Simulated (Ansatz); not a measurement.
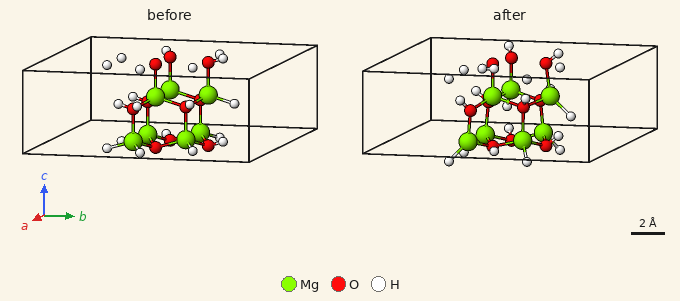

The structure of a wire of composition MgH₂O before (left) and after (right) a relaxation, at one scale.

The picture is a ball-and-stick view of the cell of the calculation, with the vacuum cut short (origin shifted), seen slightly off an axis.

Case: wire along [0 0 1], 14 atoms a period, capped with H.

Theory: Ansatz, DFT PBE, scalar-relativistic, plane waves, PAW. Settings: plane-wave cutoff 420 eV; k-point mesh 1 × 1 × 7; occupations gaussian; smearing width 0.05 eV; no spin polarisation; cell relaxed at fixed a, b, alpha, beta, gamma; force threshold 0.02 eV/Å; at most 45 steps.

> Describe what moved and what it gained.

The relaxation stopped without meeting its thresholds, so the last structure isn't shown to be converged. It used up its limit of 45 steps. After 37 accepted moves (44 points after the start) the energy has fallen by 4.933 eV per cell of the calculation. The largest force component goes from 1.9 to 0.021 eV/Å. The line search rejected the trial steps at points 19, 22, 27, 31, 34, 41, 43 of the run. The atom that moves furthest relative to the centre of the atoms is an H atom (2.86 Å). By element the largest moves are H 2.86 Å, O 0.40 Å, Mg 0.40 Å. Along the periodic axis the drawn cell goes c 5.118 → 5.072 Å (−0.9 %). Some distances before and after: H–O 0.970 → 3.943 Å, H–H 2.473 → 0.757 Å, H–Mg 1.720 → 2.741 Å, Mg–O 2.008 → 1.903 Å. New bonds form, among them: H–H (2.47 → 0.76 Å). Bonds break, among them: H–Mg (1.72 → 2.74 Å), H–O (0.97 → 3.94 Å). Among the angles between lasting bonds that change: O–Mg–H 106.1° → 139.5°, O–Mg–H 106.1° → 138.3°, O–Mg–H 106.1° → 135.8°. Cost: 13 min on 4 threads of Intel(R) Xeon(R) Platinum 8488C (Sapphire Rapids), with other jobs on the host, peak memory 2.5 GiB.
